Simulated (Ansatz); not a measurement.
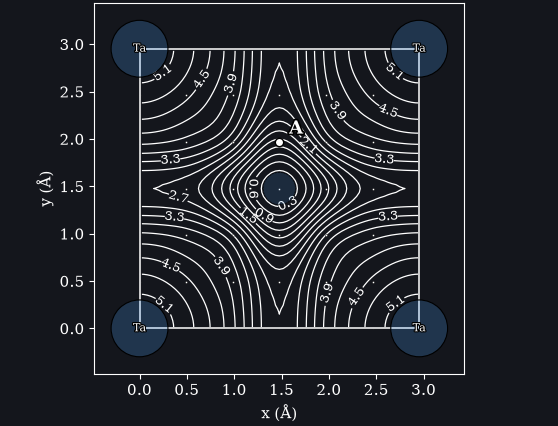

N on a Ta(100) slab cut from the Fm-3m phase, its upper half relaxed before the scan (3 atoms of substrate and one adsorbate in a 1 × 1 cell). N is moved over the surface cell; relaxed at each place: the height of the adsorbate's atoms; substrate rigid; the origin of the map has the adsorbate above Ta3. Places are given modulo a cell vector. The map is drawn in real space over the plane of the surface. The grid has 6 × 6 points; 10 points were computed and 26 follow by symmetry. Energies are in eV, from the lowest grid point. With one adsorbate in each 1 × 1 cell, its nearest image is 3.0 Å away, so neighbouring adsorbates interact. Computed with Ansatz 0.2.0, DFT PBEsol, scalar-relativistic, plane waves, PAW. Settings: cutoff 420 eV, k-mesh 9×9×1, gaussian smearing 0.1 eV, no spin polarisation.

Drawn: contour lines labelled in eV, dots at the grid points, labelled circles for the atoms of the top layer and small ones for the second layer, the outline of one cell of the plane, the point A. Between grid points the surface is interpolated.

Is A at rest? If not, where is it pushed?

A, at (3/6, 4/6) of the cell vectors, is not a stationary point. The computed force is 3.7 eV/Å in the plane, pointing down in the picture (components 0.0 and −3.7 eV/Å).

PAW datasets: the set soft_1.
